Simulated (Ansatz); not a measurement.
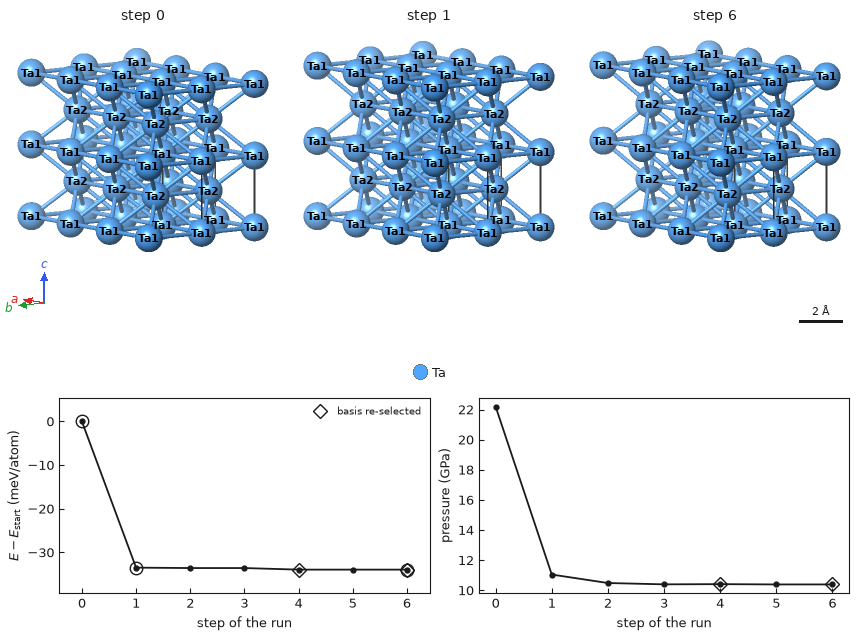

Frames of a relaxation of crystalline Ta (set up in I4/mmm), marked on the history of the run. A ball-and-stick model of the cell of the calculation, repeated 3 × 2 × 2 with one cell outlined, seen from a free direction.

Case: biaxial strain in the a-b plane of -6.0 %; c and atoms relaxed.

Theory: Ansatz 0.2.0, DFT r2SCAN, scalar-relativistic, plane waves, PAW. Settings: plane-wave cutoff 500 eV; k-point mesh 16 × 16 × 16; occupations gaussian; smearing width 0.1 eV; no spin polarisation; cell relaxed at fixed a, b, gamma; force threshold 0.008 eV/Å; at most 40 steps.

**Describe the path.**

After 4 accepted moves (6 points after the start) the energy has fallen by 33.9 meV per atom. All forces vanish by symmetry, so only the cell relaxes. The pressure goes from 22.19 to 10.40 GPa. At 2 points the geometry stayed and the basis and grid were re-selected for the new cell (energy shift of 0.4 meV per atom at most each time). The atoms keep their places relative to the cell (all moves are under 0.005 Å). Cell: a = b unchanged at 3.106 Å, c 3.424 → 3.602 Å (+5.2 %). Volume +5.2 %. Among the contacts that change: Ta1–Ta2 2.785 → 2.840 Å. The space group stays I4/mmm (No. 139). From step 0 to 1: volume +4.9 %, energy −33.5 meV per atom. From step 1 to 6: volume +0.3 %, energy −0.5 meV per atom.

```csv
step,"E − E(0), meV/atom","pressure, GPa","volume, Å³/atom",note
0,0.00,22.19,16.518,
1,-33.47,11.05,17.324,
2,-33.57,10.49,17.369,
3,-33.57,10.40,17.376,
4,-33.93,10.42,17.376,"same geometry, new basis"
5,-33.93,10.40,17.378,
6,-33.93,10.40,17.378,"same geometry, new basis"
```
